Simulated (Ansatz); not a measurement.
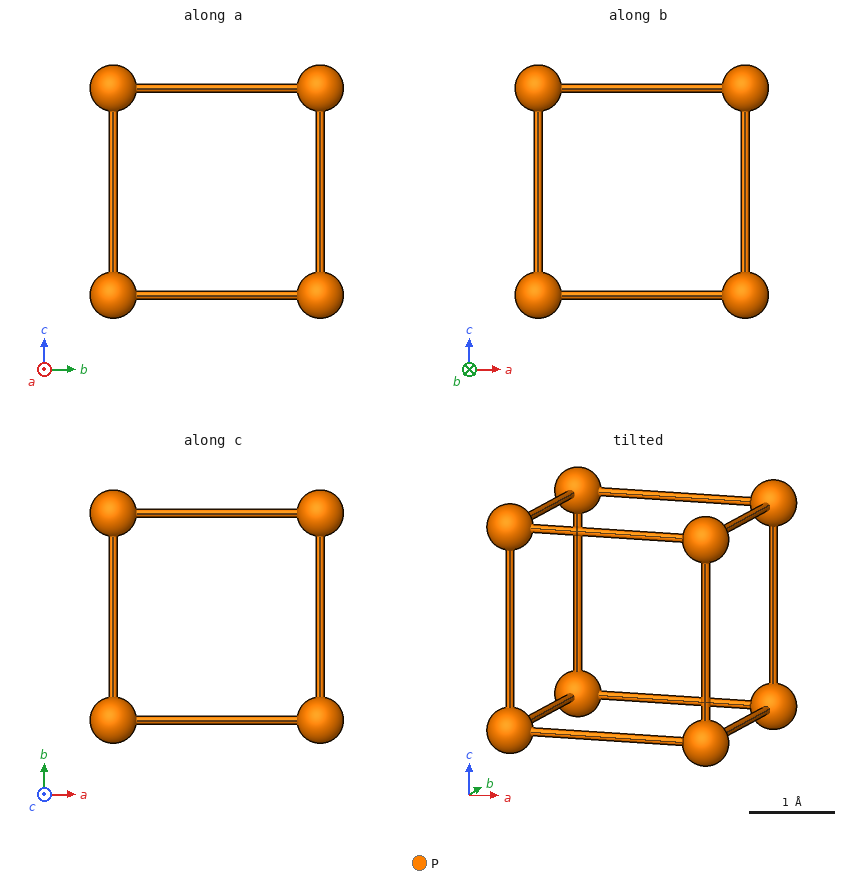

Figure: ball-and-stick view along the a axis, along the b axis, along the c axis and slightly off an axis. The parallelepiped is the conventional unit cell.

Lattice parameters: a = 2.444 Å, b = 2.444 Å, c = 2.444 Å, α = 90.00°, β = 90.00°, γ = 90.00°. Put a along x and b in the xy plane.

Express the structure as a POSCAR file.

Answer.
```
P
1.0
     2.444    0.000    0.000
     0.000    2.444    0.000
     0.000    0.000    2.444
P
1
Direct
  0.0000 0.0000 0.0000
```

The model was built from a structure type filled with this element by a generator (whether the element takes this form wasn't checked). The picture shows the end point of a geometry optimisation with DFT PBE, scalar-relativistic, plane waves, PAW (Ansatz).
